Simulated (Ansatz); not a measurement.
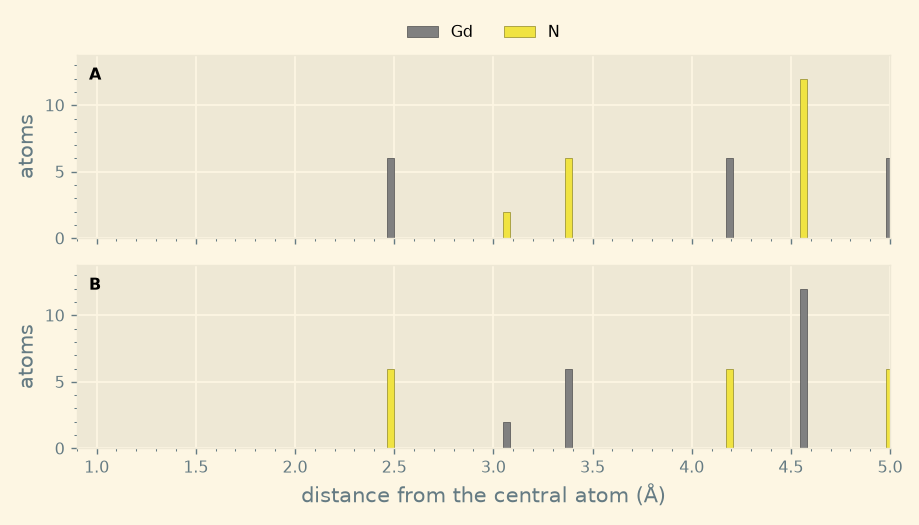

Neighbour shells computed from the structure of GdN: each bar gives the number of atoms of one element at one distance (within 0.03 Å) from a central atom. Basis of the simulation: the geometry relaxed at fixed volume with Ansatz, DFT PBEsol, scalar-relativistic, plane waves, PAW; the starting structure was generated, so it need not be a known form of this composition.

```
a = 3.377 Å, b = 3.377 Å, c = 3.067 Å, α = 90.00°, β = 90.00°, γ = 120.00°
Gd1  0.0000  0.0000  0.0000
N2  0.6667  0.3333  0.5000
```

**Which atom of the list is the centre of each panel?**

panel A: N2; panel B: Gd1.

**List the closest shells (up to six) of each central atom.**

Panel A: 6 Gd at 2.48 Å, 2 N at 3.07 Å, 6 N at 3.38 Å, 6 Gd at 4.19 Å, 12 N at 4.56 Å, 6 Gd at 5.00 Å
Panel B: 6 N at 2.48 Å, 2 Gd at 3.07 Å, 6 Gd at 3.38 Å, 6 N at 4.19 Å, 12 Gd at 4.56 Å, 6 N at 5.00 Å
